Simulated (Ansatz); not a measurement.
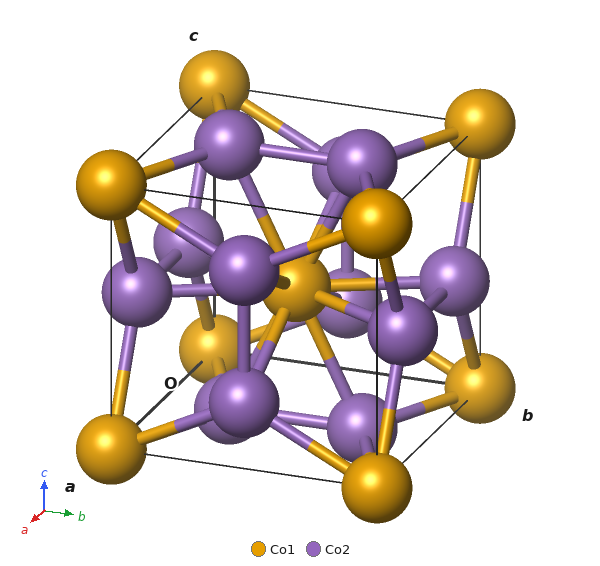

Crystal: Co, the geometry relaxed with Ansatz 0.2.0, DFT, m-r2SCAN, plane waves (500 eV) with PAW, scalar-relativistic; the starting structure was generated, so it need not be a known form of this composition. One unit cell; atoms that symmetry makes equivalent share a colour (atoms on faces, edges and corners are repeated). The drawing is computed from the coordinates (standard cell, symmetry found to 0.002 Å).

a = 4.403 Å, b = 4.403 Å, c = 4.403 Å, α = 90.00°, β = 90.00°, γ = 90.00°; space group Pm-3n, No. 223.

One atom of each site: Co1 (0, 0, 0); Co2 (1/4, 0, 1/2).

Question: Give the multiplicity, Wyckoff letter and site symmetry of each site.

Answer:
| site | Wyckoff | symmetry |
| --- | --- | --- |
| Co1 | 2a | m-3. |
| Co2 | 6c | -4m.2 |

Question: How many free positional parameters does the structure have?

Answer: 0: Co1 0, Co2 0.
